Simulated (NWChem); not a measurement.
**SVWN5/SBKJC-VDZ (core potential) run of C4H6 (cyclobutene)**

Aim: the vertical ionisation energy of C4H6 (cyclobutene) at SVWN5/SBKJC-VDZ (core potential), from 2 runs. 

The calculation is run with NWChem 7.3.0.

2 further runs of the same task are left out: 1 that didn't finish, 1 set aside as unsound or not needed.

## 1. The molecule

The species is C4H6 (10 atoms), meant as a singlet with charge 0. SMILES: `C1=CCC1`. Geometry: relaxed at PBE0-D4/def2-TZVP.

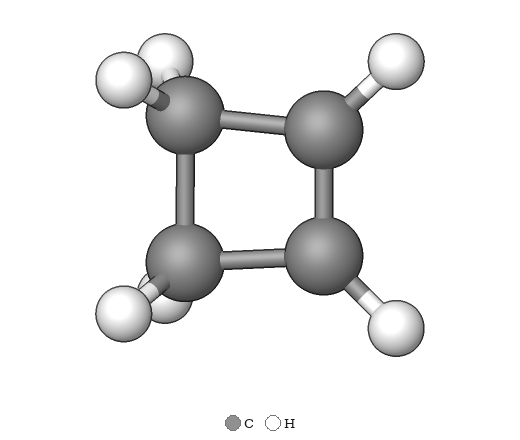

The structure, seen from a chosen angle (carbon grey, hydrogen white).

## 2. A single-point energy at SVWN5/SBKJC-VDZ (core potential)

File c4h6.nw:

```
START c4h6
memory total 2200 mb

GEOMETRY units angstrom noautosym nocenter noautoz
  C       -0.330000       1.010500      -0.386400
  C       -1.095000       0.121800       0.249600
  C        0.015700      -0.884200       0.415100
  C        0.909300       0.154000      -0.327900
  H       -0.516400       1.994800      -0.800900
  H       -2.137500       0.111500       0.547000
  H       -0.118800      -1.833400      -0.110700
  H        0.317500      -1.095900       1.444600
  H        1.737300       0.553600       0.264000
  H        1.301000      -0.184000      -1.291300
END

BASIS "ao basis" spherical bse
  * library SBKJC-VDZ
END

ECP bse
  C library SBKJC-VDZ
END

DFT
  xc slater vwn_5
  grid fine
  convergence energy 1e-08
  maxiter 100
  mulliken
  print low
END

TASK dft energy
```

Launch:

```
nwchem c4h6.nw > c4h6.out
```

Output:

```text
[...]
 d= 0,ls=0.0,diis     1    -25.9121322165 -8.71D+01  3.03D-02  8.96D-02     0.7
[...]
 d= 0,ls=0.0,diis     7    -25.9300948640 -6.36D-09  8.73D-07  3.50D-10     2.4
         Total DFT energy =      -25.930094864037
      One electron energy =     -158.606403274448
           Coulomb energy =       80.402825243545
    Exchange-Corr. energy =       -8.903176398301
 Nuclear repulsion energy =       61.176659565168
[...]
      Total Density - Mulliken Population Analysis
     ---------------------------------------------
    Atom       Charge   Shell Charges
 -----------   ------   -------------------------------------------------------
    1 C    4     4.25   1.14  2.57 -0.03  0.57
    2 C    4     4.25   1.14  2.57 -0.03  0.57
    3 C    4     4.38   1.13  2.67 -0.05  0.63
    4 C    4     4.38   1.13  2.67 -0.05  0.63
    5 H    1     0.72   0.44  0.27
    6 H    1     0.72   0.44  0.27
    7 H    1     0.83   0.44  0.39
    8 H    1     0.83   0.44  0.39
    9 H    1     0.83   0.44  0.39
   10 H    1     0.83   0.44  0.39
[...]
```

Wall time 3.3 s (1 thread of Intel Xeon 6975P-C (Granite Rapids), shared host); peak memory 0.12 GiB.

## 3. The doublet cation

File m1.nw:

```
start m1
title "C4H6"
memory 2200 mb
charge 1
geometry noautosym nocenter noautoz
 C       -0.330000       1.010500      -0.386400
 C       -1.095000       0.121800       0.249600
 C        0.015700      -0.884200       0.415100
 C        0.909300       0.154000      -0.327900
 H       -0.516400       1.994800      -0.800900
 H       -2.137500       0.111500       0.547000
 H       -0.118800      -1.833400      -0.110700
 H        0.317500      -1.095900       1.444600
 H        1.737300       0.553600       0.264000
 H        1.301000      -0.184000      -1.291300
end
basis spherical bse
 * library SBKJC-VDZ
end
ecp bse
 C library SBKJC-VDZ
end
dft
 xc slater vwn_5
 mult 2
 grid fine
 convergence energy 1e-08
 maxiter 100
 mulliken
 noprint "final vectors analysis"
end
task dft energy
```

Launch:

```
nwchem m1.nw > m1.out
```

Output:

```text
[...]
          Wavefunction type:  spin polarized.
          No. of atoms     :    10
          No. of electrons :    21
[...]
          Charge           :     1
          Spin multiplicity:     2
[...]
          AO basis - number of functions:    44
[...]
              XC Information
              --------------
                        Slater Exchange Functional  1.000 local
                      VWN V Correlation Functional  1.000 local
[...]
 d= 0,ls=0.0,diis     1    -25.5465407568 -8.67D+01  1.89D-02  5.65D-02     1.1
[...]
 d= 0,ls=0.5,diis    21    -25.5810519151 -7.55D-09  1.44D-07  2.45D-09    10.2
[...]
         Total DFT energy =      -25.581051919200
      One electron energy =     -152.932684544581
           Coulomb energy =       74.761645792134
    Exchange-Corr. energy =       -8.586672731921
 Nuclear repulsion energy =       61.176659565168
[...]
      Total Density - Mulliken Population Analysis
     ---------------------------------------------
    Atom       Charge   Shell Charges
 -----------   ------   -------------------------------------------------------
    1 C    4     4.02   1.18  2.46  0.11  0.26
    2 C    4     4.02   1.18  2.46  0.11  0.26
    3 C    4     4.36   1.14  2.69  0.02  0.51
    4 C    4     4.36   1.14  2.69  0.02  0.51
    5 H    1     0.67   0.43  0.24
    6 H    1     0.67   0.43  0.24
    7 H    1     0.73   0.42  0.30
    8 H    1     0.73   0.42  0.30
    9 H    1     0.73   0.42  0.30
   10 H    1     0.73   0.42  0.30
[...]
      <S2> =      0.7514 (Exact =     0.7500)
[...]
```

It took 11 s on 1 thread of Intel Xeon 6975P-C (Granite Rapids), shared host; peak memory 0.12 GiB.

## 4. Summary of results

Level: SVWN5/SBKJC-VDZ (core potential).

```
                                          quantity         value
                        singlet C4H6: total energy  -25.93009 Eh
                      doublet cation: total energy  -25.58105 Eh
                              doublet cation: ⟨S²⟩         0.751
vertical ionisation energy (to the doublet cation)      9.498 eV
```

What this shows: Removing an electron at fixed nuclei costs 9.50 eV (916 kJ/mol).
